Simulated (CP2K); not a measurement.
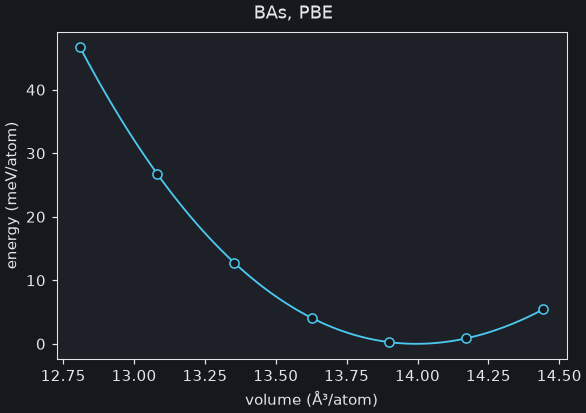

The figure shows the energy against volume for BAs, space group F-43m (No. 216).

Structure:
```yaml
crystal:
  lattice:
    - [3.37785, 0.00000, 0.00000]
    - [1.68892, 2.92530, 0.00000]
    - [1.68892, 0.97510, 2.75800]
  atoms:
    - { symbol: As, position: [0.75000, 0.75000, 0.75000] }
    - { symbol: B, position: [0.00000, 0.00000, 0.00000] }
```

Computed with CP2K 2026.2: DFT in Gaussian orbitals with a plane-wave density, no spin polarisation; energies at scaled volumes of the given cell, shape and fractions fixed, counted from the fit's minimum, third-order Birch-Murnaghan fit. Level: PBE.

k mesh 10×10×10; occupations Fermi–Dirac; smearing width 0.05 eV; potentials GTH PBE with UZH TZVP basis; density cutoff 6123 eV; program settings ngrids 4, basis sets As TZVP-MOLOPT-PBE-GTH-q5, basis sets B TZVP-MOLOPT-PBE-GTH-q3, cutoff ry 450 Ry, rel cutoff ry 60 Ry.

From this curve and the settings, what does the calculation give for the pressure at the same points?

The pressure falls from 13.59 GPa at volume 12.81 Å³/atom to −3.79 GPa at 14.44 Å³/atom, and changes sign near 14.00 Å³/atom.

| volume (Å³/atom) | pressure (GPa) |
| --- | --- |
| 12.81 | 13.59 |
| 13.08 | 9.93 |
| 13.35 | 6.62 |
| 13.63 | 3.62 |
| 13.90 | 0.90 |
| 14.17 | −1.56 |
| 14.44 | −3.79 |
